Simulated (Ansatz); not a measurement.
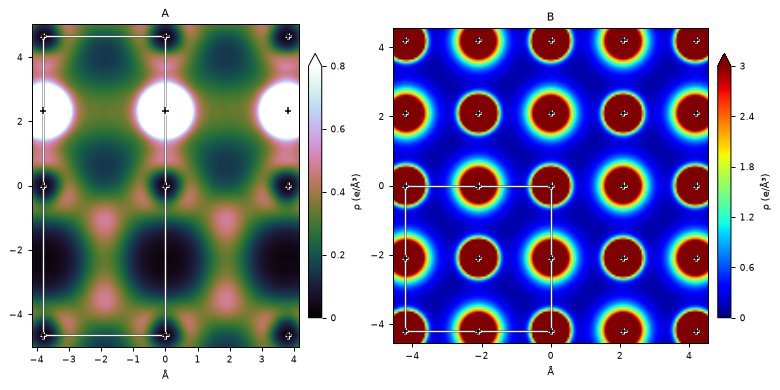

The valence pseudo-density of 2 systems, each on a plane through atoms (crosses mark nuclei in the plane).

Theory: Ansatz 0.2.0, DFT r2SCAN, scalar-relativistic, plane waves, PAW.

System 1: Si₂Ni, the (010) plane of the calculation cell. Space group Fm-3m; a generated structure, not necessarily the stable one; computed without spin polarisation.

```yaml
crystal:
  lattice:
    - [3.80875, 0.00000, 0.00000]
    - [-1.90438, 3.29847, 0.00000]
    - [0.00000, 0.00000, 9.32927]
  atoms:
    - { symbol: Si, position: [0.66667, 0.33333, 0.08328] }
    - { symbol: Ni, position: [0.00000, 0.00000, 0.16667] }
    - { symbol: Si, position: [0.33333, 0.66667, 0.25005] }
    - { symbol: Si, position: [0.00000, 0.00000, 0.41661] }
    - { symbol: Ni, position: [0.33333, 0.66667, 0.50000] }
    - { symbol: Si, position: [0.66667, 0.33333, 0.58339] }
    - { symbol: Si, position: [0.33333, 0.66667, 0.74995] }
    - { symbol: Ni, position: [0.66667, 0.33333, 0.83333] }
    - { symbol: Si, position: [0.00000, 0.00000, 0.91672] }
```

System 2: MgO, the (001) plane of the conventional cell. Space group Fm-3m; a generated structure, not necessarily the stable one.

```
CELL_PARAMETERS angstrom
4.20443 0.00000 0.00000
0.00000 4.20443 0.00000
0.00000 0.00000 4.20443
ATOMIC_POSITIONS crystal
Mg 0.00000 0.00000 0.00000
Mg 0.00000 0.50000 0.50000
Mg 0.50000 0.00000 0.50000
Mg 0.50000 0.50000 0.00000
O 0.50000 0.00000 0.00000
O 0.50000 0.50000 0.50000
O 0.00000 0.00000 0.50000
O 0.00000 0.50000 0.00000
```

### Which map belongs to which system?

Panel A is system 1, Si₂Ni: the plane holds Si and Ni. Si–Ni (2.33 Å): ρ is about 0.47 e/Å³ halfway. Panel B is system 2, MgO: the plane holds Mg and O. Mg–O (2.10 Å): the density is about 0.34 e/Å³ at the midpoint.
